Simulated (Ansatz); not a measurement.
This input was run:

```
crystal:
  lattice:
    - [0.0, 3.5813786082, 3.5813786082]
    - [3.5813786082, 0.0, 3.5813786082]
    - [3.5813786082, 3.5813786082, 0.0]
  atoms:
    - { symbol: Na, position: [0.0, 0.0, 0.0] }
    - { symbol: I, position: [0.25, 0.25, 0.25] }
kpoints:
  mp_grid: { grid: [10, 10, 10] }
  band_path:
    path:
      - [0.0, 0.0, 0.0]
      - [-0.5, -0.5, 0.0]
      - [-0.375, -0.375, 0.25]
      - [-0.375, 0.0, 0.375]
      - [0.0, 0.0, 0.0]
      - [0.0, 0.0, 0.5]
      - [-0.5, -0.25, 0.25]
      - [-0.5, -0.5, 0.0]
    npoints: 8
scf:
  occupations: { method: fermi_dirac, width: 0.05 }
hamiltonian:
  xc: pbe
  pseudopotentials: { kind: all_electron, lapw: { basis_error: 0.001 } }
output:
  forces: true
  stress: true
  eigenvalues: true
  populations: true
  dos: { projected: true, de: 0.2, e_range: [-14, 8] }
```

What will the band structure look like? The path is Γ–X–U–K–Γ–L–W–X.

The bands leave a gap. The gap along this path is 3.77 eV and direct: both edges lie at Γ. Three bands meet at the valence-band top at Γ: it is triply degenerate (spin aside). The top valence band spans 0.4 eV and the lowest conduction band 2.5 eV. The direct gaps are 6.04 eV at U, 5.49 eV at L and 5.58 eV at X.

Spin-orbit coupling is left out, which matters for I.

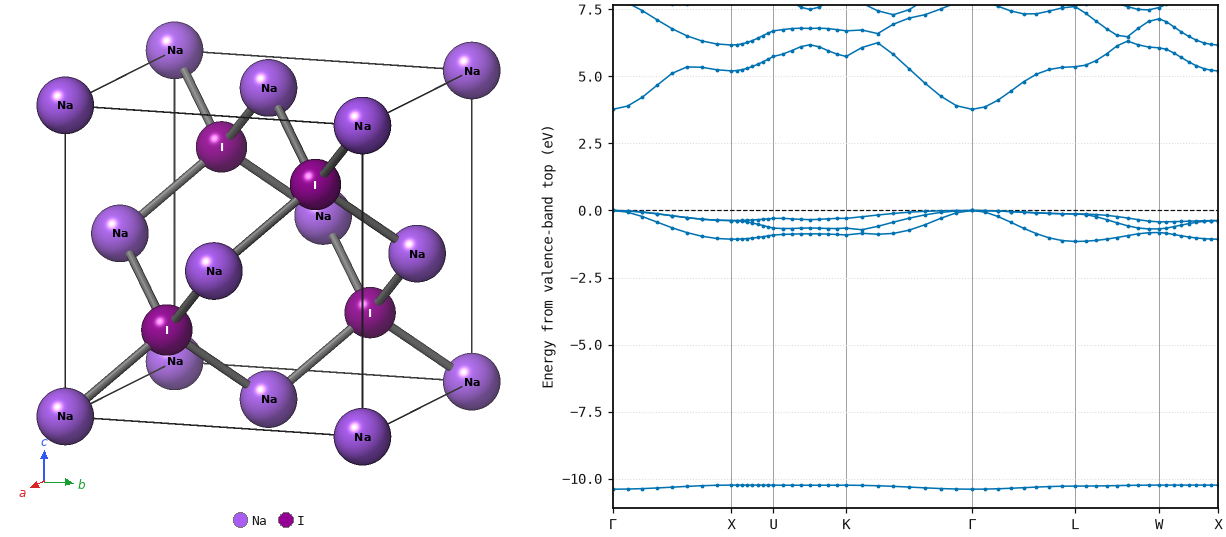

Band structure, beside the structure. Energies are counted from the top of the valence band. The path runs straight from each named point to the next.

The picture comes from a calculation with Ansatz.
